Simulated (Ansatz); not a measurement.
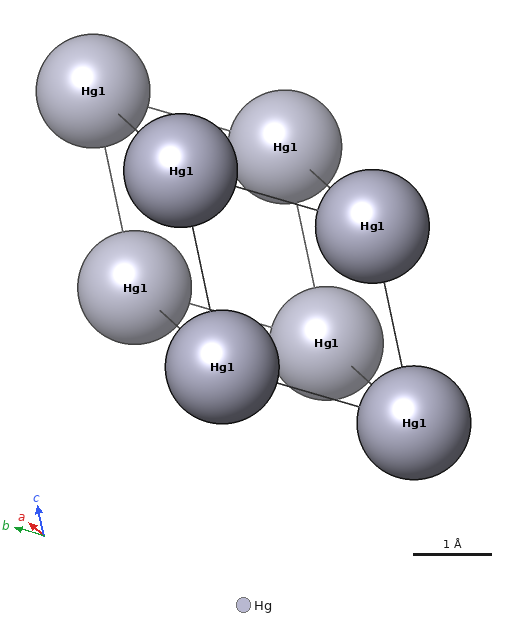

Fig. 1: The structure as given in the input (spheres-only view of the reduced cell, seen at an oblique angle; atoms are numbered from 1 in the order of the input).

# Mending a single-point calculation on Hg

System: Hg (P-1, 1 atom in the cell).
Method of run 1: DFT, PBE, dispersion d3bj, plane waves, PAW, no spin polarisation (Ansatz 0.2.0).

The structure derives from a Materials Project entry. Some settings of this run were made unusual or wrong on purpose. Text and figures count atoms from 1; the logs count them from 0 in places.

### Input, run 1
```yaml
crystal:
  lattice:
    - [0.0596089, 1.84475813, 1.83306007]
    - [1.89474623, 0.01499835, 1.87767062]
    - [1.8868293, 1.88145175, 0.02291529]
  atoms:
    - { symbol: Hg, position: [0.0, 0.0, 0.0] }
basis:
  ecutwfc: 420
kpoints:
  mp_grid: { grid: [12, 12, 12] }
hamiltonian:
  xc: pbe
  dispersion: d3bj
scf:
  occupations: { method: gaussian, width: 0.15 }
  max_iter: 60
output:
  forces: true
  eigenvalues: true
  stress: true
```

Launched with:
```bash
ansatz run input.yaml --threads 4 --pin off --max-ram 2560MiB --backend cpu --events-out ev --progress --plain --runs-dir out
```

Hardware: 4 threads of Intel Xeon @ 2.30GHz, 28 GiB of memory available, shared host.

### Output, shortened to warnings, some set-up lines, iterations and results (run 1)
```
Basis set: ecut = 420 eV, 259 PW (Γ), exchange–correlation on 36×36×36 points (8 copies of the dense FFT grid, shifted against one another)
Symmetry: 2 space group operations
k-points: 868 of 1728
Initial density: superposition of atomic densities (neutral atoms: chi_scale 0, normalization atom), corrected by the library's trained network
[...]
SCF iter   1: F=—  HF=-13810.664627 eV  |F-HF|=—  |Δ(HF+E_count)|=         —  Δρ=3.44e-3  dr2=5.89e-4  ethr=1.77e-3  ⟨swp⟩=4.9  Hψ=60500  notcnv=0
SCF iter   2: F=—  HF=-13810.664593 eV  |F-HF|=—  |Δ(HF+E_count)|=   3.43e-5  Δρ=1.83e-3  dr2=1.53e-4  ethr=2.95e-6  ⟨swp⟩=2.1  Hψ=23755  notcnv=0
SCF iter   3: F=—  HF=-13810.664721 eV  |F-HF|=—  |Δ(HF+E_count)|=   1.29e-4  Δρ=2.53e-4  dr2=5.40e-6  ethr=7.63e-7  ⟨swp⟩=2.0  Hψ=18541  notcnv=0
SCF iter   4: F=—  HF=-13810.664718 eV  |F-HF|=—  |Δ(HF+E_count)|=   3.10e-6  Δρ=1.77e-4  dr2=3.43e-6  ethr=2.70e-8  ⟨swp⟩=2.0  Hψ=19970  notcnv=0
SCF iter   5: F=—  HF=-13810.664717 eV  |F-HF|=—  |Δ(HF+E_count)|=   1.34e-6  Δρ=4.01e-5  dr2=1.77e-7  ethr=1.71e-8  ⟨swp⟩=2.4  Hψ=17609  notcnv=0
SCF iter   6: F=-13810.664717 eV  HF=-13810.664717 eV  |F-HF|=4.65e-9  |Δ(HF+E_count)|=   7.11e-8  Δρ=6.95e-6  dr2=5.40e-9  ethr=5.00e-10  ⟨swp⟩=4.1  Hψ=36747  notcnv=0
SCF 1 converged in 6 iterations: F = -13810.664717 eV  dr2 = 5.40e-9
SCF converged after 6 iterations
Free energy (F): -13810.664717 eV
Harris-Foulkes:  -13810.664717 eV  (|F-HF|=4.65e-9)
Internal energy: -13810.662021 eV  (E = F + TS)
E sigma→0 (E₀):  -13810.663369 eV
Entropy (-TS):   -0.002696 eV (-2.696 meV/atom)
Fermi energy:    33.611943 eV
--- Per-component energies (eV) ---
  E_band       = -87.065664
  E_kinetic    = 622.221694
  E_local      = -1471.227466  (includes V_loc(G=0)·N_el)
  E_nonlocal   = 71.414020
  E_hartree    = 702.043334
  E_xc         = -227.507849
  E_vxc        = -272.069642  (∫ρ·V_xc dr)
  E_paw        = -9944.947118  (= ΣΔE_a)
  E_vpaw       = -441.495818  (= ΣTr[D̂ρ^β])
  E_aug_tail   = 0.000962  (compensation charges beyond the density's cutoff)
  E_ewald      = -3561.820446
  E_disp       = -0.839151  (pairwise vdW)
  E_smearing   = -0.002696  (= −TS)
  E_closure    = 0.000000  (closes the sum)
  Σ components = -13810.664717   (vs F -13810.664717, Δ=0.00e0)
--- Forces (eV/Å), atoms counted from 1 ---
  atom   1  Hg     0.00000000     0.00000000     0.00000000
  max |Σ_I F_I| component: 0.00e0 eV/Å
--- Stress (GPa, compression-positive) ---
      187.450121      -2.607672      -3.741374
       -2.607673     186.893251       0.020372
       -3.741374       0.020372     188.143604
  P = ⅓ Tr σ = 187.4957 GPa (1874.957 kbar)
```

What went wrong, and how is the input to be mended?

A setting was made wrong on purpose: a lattice far too small (`crystal.lattice`). The atoms are squeezed together and the pressure is enormous. The run converged all the same; its numbers are those of the faulty input and shouldn't be used.

A run of the same system that converges differs from this input as follows (lines with − go, lines with + come):
```diff
-    - [0.0596089, 1.84475813, 1.83306007]
-    - [1.89474623, 0.01499835, 1.87767062]
-    - [1.8868293, 1.88145175, 0.02291529]
+    - [0.0745111231, 2.305947666, 2.2913250931]
+    - [2.3684327891, 0.0187479405, 2.3470882758]
+    - [2.358536622, 2.3518146816, 0.0286441076]
-  max_iter: 60
```

### Output, shortened to warnings, some set-up lines, iterations and results (run 2)
```
Basis set: ecut = 420 eV, 511 PW (Γ), exchange–correlation on 48×48×48 points (8 copies of the dense FFT grid, shifted against one another)
Symmetry: 2 space group operations
k-points: 868 of 1728
Initial density: superposition of atomic densities (neutral atoms: chi_scale 0, normalization atom), corrected by the library's trained network
[...]
SCF iter   1: F=—  HF=-13813.830307 eV  |F-HF|=—  |Δ(HF+E_count)|=         —  Δρ=1.12e-3  dr2=2.06e-4  ethr=1.77e-3  ⟨swp⟩=4.9  Hψ=61716  notcnv=0
SCF iter   2: F=—  HF=-13813.830684 eV  |F-HF|=—  |Δ(HF+E_count)|=   3.77e-4  Δρ=7.33e-4  dr2=1.21e-4  ethr=1.03e-6  ⟨swp⟩=2.7  Hψ=27043  notcnv=0
SCF iter   3: F=—  HF=-13813.830715 eV  |F-HF|=—  |Δ(HF+E_count)|=   3.17e-5  Δρ=3.99e-4  dr2=3.57e-5  ethr=6.07e-7  ⟨swp⟩=2.0  Hψ=17366  notcnv=0
SCF iter   4: F=—  HF=-13813.830703 eV  |F-HF|=—  |Δ(HF+E_count)|=   1.29e-5  Δρ=5.64e-5  dr2=9.36e-7  ethr=1.79e-7  ⟨swp⟩=2.2  Hψ=18638  notcnv=0
SCF iter   5: F=-13813.830703 eV  HF=-13813.830703 eV  |F-HF|=1.02e-8  |Δ(HF+E_count)|=   8.24e-7  Δρ=9.33e-6  dr2=2.95e-8  ethr=4.68e-9  ⟨swp⟩=2.2  Hψ=17156  notcnv=0
SCF iter   6: F=-13813.830703 eV  HF=-13813.830703 eV  |F-HF|=1.09e-11  |Δ(HF+E_count)|=   1.75e-8  Δρ=1.16e-6  dr2=3.10e-10  ethr=1.47e-10  ⟨swp⟩=2.0  Hψ=37562  notcnv=0
SCF 1 converged in 6 iterations: F = -13813.830703 eV  dr2 = 3.10e-10
SCF converged after 6 iterations
Free energy (F): -13813.830703 eV
Harris-Foulkes:  -13813.830703 eV  (|F-HF|=1.09e-11)
Internal energy: -13813.827812 eV  (E = F + TS)
E sigma→0 (E₀):  -13813.829258 eV
Entropy (-TS):   -0.002892 eV (-2.892 meV/atom)
Fermi energy:    13.739389 eV
--- Per-component energies (eV) ---
  E_band       = -403.609846
  E_kinetic    = 604.755476
  E_local      = -2575.629826  (includes V_loc(G=0)·N_el)
  E_nonlocal   = 72.431558
  E_hartree    = 1100.326627
  E_xc         = -220.751624
  E_vxc        = -262.681612  (∫ρ·V_xc dr)
  E_paw        = -9945.083402  (= ΣΔE_a)
  E_vpaw       = -443.138615  (= ΣTr[D̂ρ^β])
  E_aug_tail   = 0.000927  (compensation charges beyond the density's cutoff)
  E_ewald      = -2849.456356
  E_disp       = -0.421192  (pairwise vdW)
  E_smearing   = -0.002892  (= −TS)
  E_closure    = 0.000000  (closes the sum)
  Σ components = -13813.830703   (vs F -13813.830703, Δ=0.00e0)
--- Forces (eV/Å), atoms counted from 1 ---
  atom   1  Hg     0.00000000     0.00000000     0.00000000
  max |Σ_I F_I| component: 0.00e0 eV/Å
--- Stress (GPa, compression-positive) ---
        0.005277      -0.216831      -0.354296
       -0.216831      -0.121924       0.147704
       -0.354296       0.147704      -0.048532
  P = ⅓ Tr σ = -0.0551 GPa (-0.551 kbar)
```

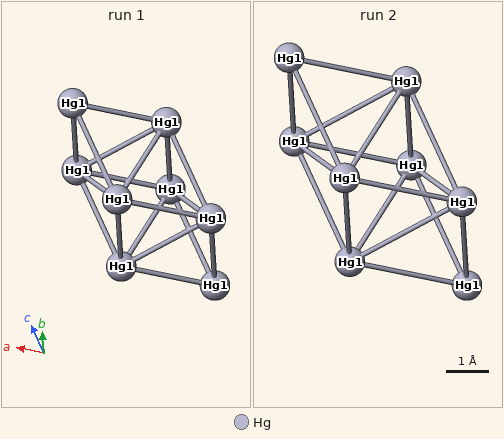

Fig. 2: The two input geometries at one scale (ball-and-stick view of the reduced cell, seen at an oblique angle). The atoms keep their places relative to the cell (all moves are under 0.005 Å). The volume changes by +95.3 %, with a 2.572 → 3.215 Å (+25.0 %), b 2.592 → 3.240 Å (+25.0 %), c 2.601 → 3.252 Å (+25.0 %). Among the contacts that change: Hg1–Hg1 2.668 → 3.334 Å.

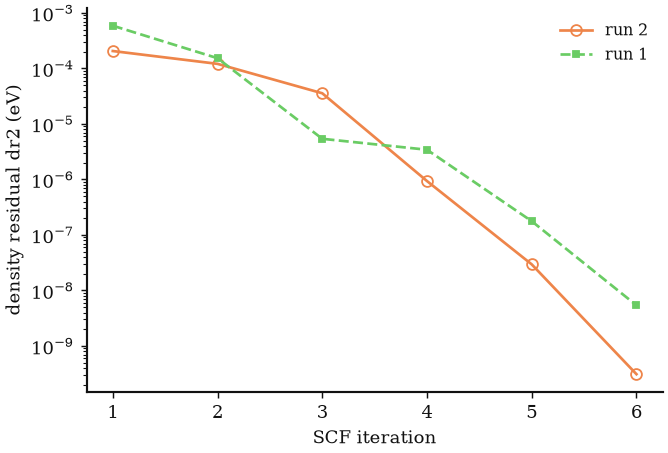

Fig. 3: Convergence of the two runs: density residual dr2 against the SCF iteration. Run 2 takes 6 iterations in all, and run 1 takes 6.

### The two runs side by side

```csv
quantity,run 1,run 2
outcome,converged,converged
free energy per atom (eV),−13810.6647,−13813.8307
"energy per atom, smearing taken to zero (eV)",−13810.6634,−13813.8293
gap on the mesh (eV),0.00,0.00
pressure (GPa),187.50,−0.06
volume per atom (Å³),12.73,24.86
largest force (eV/Å),0.000,0.000
SCF iterations,6,6
irreducible k-points,868,868
plane waves at Γ,259,511
wall time (shared host),2.6 s,3.8 s
```

With the same functional and potentials, run 2 lies 3166.0 meV per atom lower. The pressure goes from 187.50 to −0.06 GPa. The volume per atom goes from 12.73 to 24.86 Å³. The number of SCF iterations is the same. The plane waves at Γ go from 259 to 511. On the same kind of shared host run 2 took about 1.5 times as long.

Notes on run 2: Spin–orbit coupling is left out, which matters for Hg.
